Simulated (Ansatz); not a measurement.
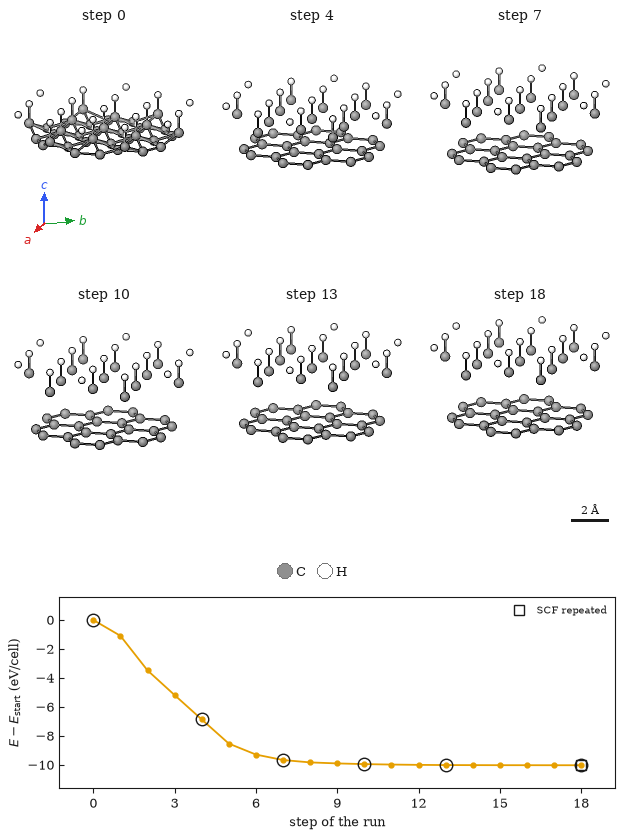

Frames of a constrained relaxation of a slab of composition HC$_{9}$ (cut from the P6_3/mmc phase), marked on the history of the run. Style: ball-and-stick. Shown: the atoms within 5.0 Å of the atom that moves most (axes of the 3 × 3 repeat of the cell, outlined in the plane, without the vacuum), slightly off an axis.

Case: CH put at a hollow C-C site. The slab is the (0 0 1) face of C with CH on it. 4 atoms are held fixed.

Computed with DFT PBE+D3(BJ), scalar-relativistic, plane waves, PAW (Ansatz). (plane-wave cutoff 420 eV; k-point mesh 12 × 12 × 1; occupations gaussian; smearing width 0.1 eV; no spin polarisation; dipole correction; atoms relaxed in a fixed cell; force threshold 0.03 eV/Å; at most 70 steps)

What happens along the run?

The energy falls by 10.022 eV per cell of the calculation in 17 accepted moves (18 points after the start). Largest force component: 11 eV/Å at the start, 0.0052 eV/Å at the end. 1 step only repeated the SCF at the same geometry. The largest moves, 2.63 Å, are those of C and H atoms. Largest moves by element: H 2.63 Å, C 2.61 Å. The cell stays as it was. Some distances before and after: C–C 1.522 → 3.443 Å, C–H 1.100 → 1.123 Å. Bonds break, among them: C–C (1.52 → 3.44 Å). From step 0 to 4: C atoms move most (0.58 Å), energy −6.861 eV per cell of the calculation. From step 4 to 7: the H atom moves most (0.59 Å), energy −2.801 eV per cell of the calculation. From step 7 to 10: the H atom moves most (0.59 Å), energy −0.282 eV per cell of the calculation. From step 10 to 13: C and H atoms move most (0.57 Å), energy −65.6 meV per cell of the calculation. From step 13 to 18: C and H atoms move most (0.39 Å), energy −11.7 meV per cell of the calculation.

| step | E − E(0), meV/atom | largest force component, eV/Å | note |
| --- | --- | --- | --- |
| 0 | 0.00 | 11.0415 |  |
| 1 | -109.23 | 9.7347 |  |
| 2 | -347.68 | 5.0312 |  |
| 3 | -518.24 | 3.3640 |  |
| 4 | -686.15 | 2.6932 |  |
| 5 | -852.87 | 1.8251 |  |
| 6 | -928.57 | 1.5153 |  |
| 7 | -966.27 | 1.2437 |  |
| 8 | -982.69 | 0.8063 |  |
| 9 | -989.66 | 0.5155 |  |
| 10 | -994.45 | 0.2148 |  |
| 11 | -997.54 | 0.1346 |  |
| 12 | -999.70 | 0.2345 |  |
| 13 | -1001.01 | 0.0434 |  |
| 14 | -1001.44 | 0.0779 |  |
| 15 | -1001.89 | 0.1443 |  |
| 16 | -1002.00 | 0.1332 |  |
| 17 | -1002.18 | 0.0060 |  |
| 18 | -1002.18 | 0.0052 | same geometry, SCF repeated |

Limits of the set-up: the periodic images lie only 2.5 Å apart, so the values are limited by the cell's size.
